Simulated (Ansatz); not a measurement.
## Single-point calculation of CuO (part 3 of 3)

The same run, continued: CuO (P6₃mc, 4 atoms in the cell); DFT LDA+U+J, spin-orbit coupling, plane waves, PAW, U = 7 eV, J = 0.7 eV on Cu atom 1 d; U = 7 eV, J = 0.7 eV on Cu atom 2 d (Ansatz 0.2.0); cutoff 420 eV, 7×7×4 k-mesh, Gaussian smearing of 0.05 eV. The structure was built on a prototype by a generator; it need not be a known phase. It belongs to a series of runs on one base structure; here: natural orbitals of the symmetric run, filled by rank.

Geometry of the input (Å; fractional positions):
```
3.2880  0.0000  0.0000
-1.6440  2.8475  0.0000
0.0000  0.0000  5.3850
Cu 0.6667  0.3333  0.0000
Cu 0.3333  0.6667  0.5000
O  0.6667  0.3333  0.6252
O  0.3333  0.6667  0.1252
```

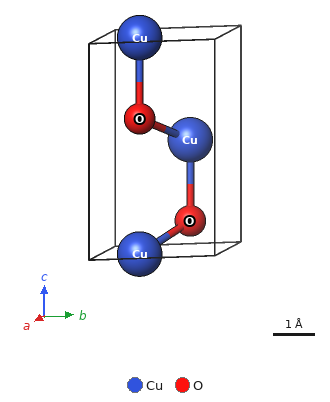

*The structure as given in the input (ball-and-stick view of the cell of the calculation, seen slightly off an axis).*

Warnings of the run: the typed occupations were not kept; the SCF threshold is looser than advised for the printed stress; the occupation matrices lower the symmetry. The cell is under a tension of 14.1 GPa at this level, so it is not at its equilibrium volume.
